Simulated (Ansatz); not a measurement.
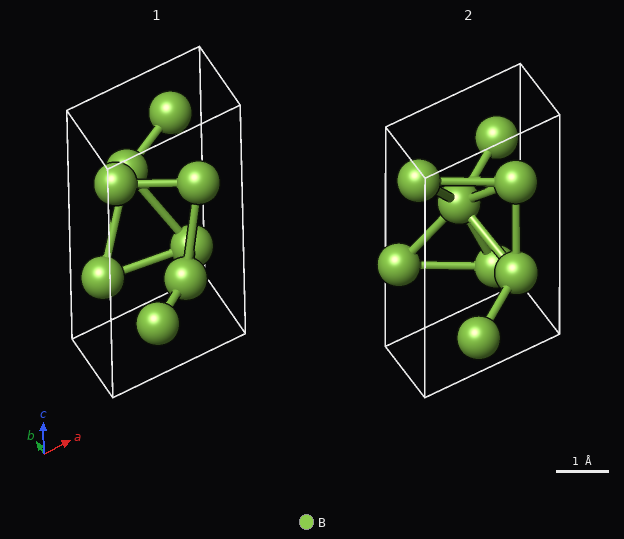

Two geometries of crystalline B (built on the F_15 type) (coarse preliminary run), drawn at one scale. One is the start of a relaxation, the other its converged end. The picture is a ball-and-stick view of the cell of the calculation, seen slightly off an axis.

All numbers below come from DFT PBE, scalar-relativistic, plane waves, PAW (Ansatz 0.2.0). (plane-wave cutoff 420 eV; k-point mesh 8 × 6 × 6; occupations gaussian; smearing width 0.1 eV; no spin polarisation; cell and atoms relaxed; force threshold 0.015 eV/Å; at most 120 steps)

Question: Which geometry has the lower energy?

Answer: Structure 2 is the relaxed one. Case: F type (C2/c, No. 15); cell x4, atoms moved at random (sigma 0.15 Å) and cell strained at random (1.5 %), then relaxed without symmetry. Over 11 accepted moves (13 points after the start) the energy falls by 1100 meV per atom. The largest force component goes from 17 to 0.0053 eV/Å. Pressure: 42.57 GPa at the start and −0.01 GPa at the end. At 2 points the geometry stayed and the basis and grid were re-selected for the new cell (energy shift of 0.3 meV per atom at most each time). A B atom moves most relative to the cell: 0.57 Å along [2 −3 −2]. The drawn cell changes as follows: a 3.096 → 3.131 Å (+1.1 %), b 4.251 → 4.325 Å (+1.7 %), c 4.480 → 4.325 Å (−3.5 %), α 82.9° → 87.2°, β 71.5° → 71.6°, γ 71.4° → 71.6°; the volume changes by −0.5 %. Some distances before and after: B–B 2.660 → 1.903 Å, B–B 2.476 → 1.799 Å, B–B 2.139 → 2.759 Å, B–B 2.456 → 1.903 Å. Among the angles between lasting bonds that change: B–B–B 111.1° → 149.0°, B–B–B 153.1° → 119.0°, B–B–B 118.1° → 149.0°. The space group (tolerance 0.01 Å) goes from P1 (No. 1) to Cmcm (No. 63).
